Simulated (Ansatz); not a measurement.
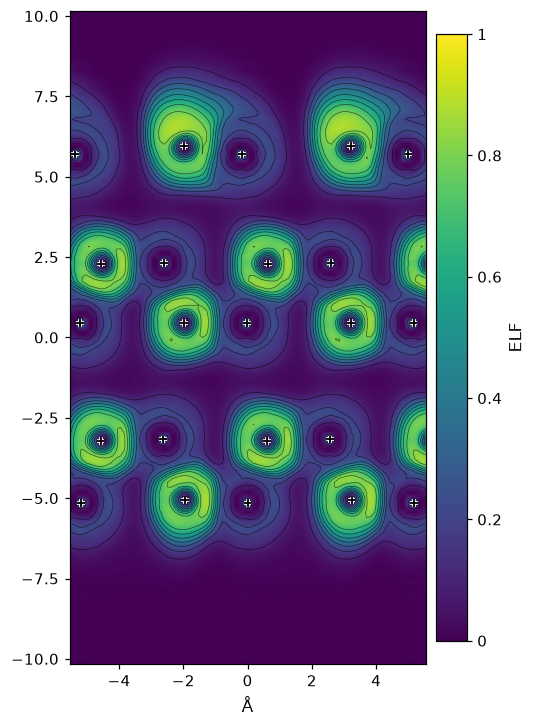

The electron localisation function on a plane through atoms (crosses mark nuclei in the plane).

Computed with DFT PBEsol, scalar-relativistic, plane waves, PAW in Ansatz.

Candidates:
A. GaSb, a = 6.11 Å, b = 6.11 Å, c = 6.11 Å, α = 90.00°, β = 90.00°, γ = 90.00°. Space group F-43m.
B. GaN (slab), a = 3.18 Å, b = 5.19 Å, c = 26.94 Å, α = 90.00°, β = 90.00°, γ = 90.00°. 

Question: Which system is this?

Answer: Candidate B: GaN on the (100) plane of the calculation cell, a cut from vacuum to vacuum, which holds Ga and N. Ga–N (1.81 Å): the ELF peaks at about 0.80 in the valence shell of N, 0.6 Å from its nucleus, and is about 0.55 at the midpoint. Ga–N (1.95 Å): the ELF peaks at about 0.90 in the valence shell of N, 0.6 Å from its nucleus, and is about 0.50 at the midpoint.
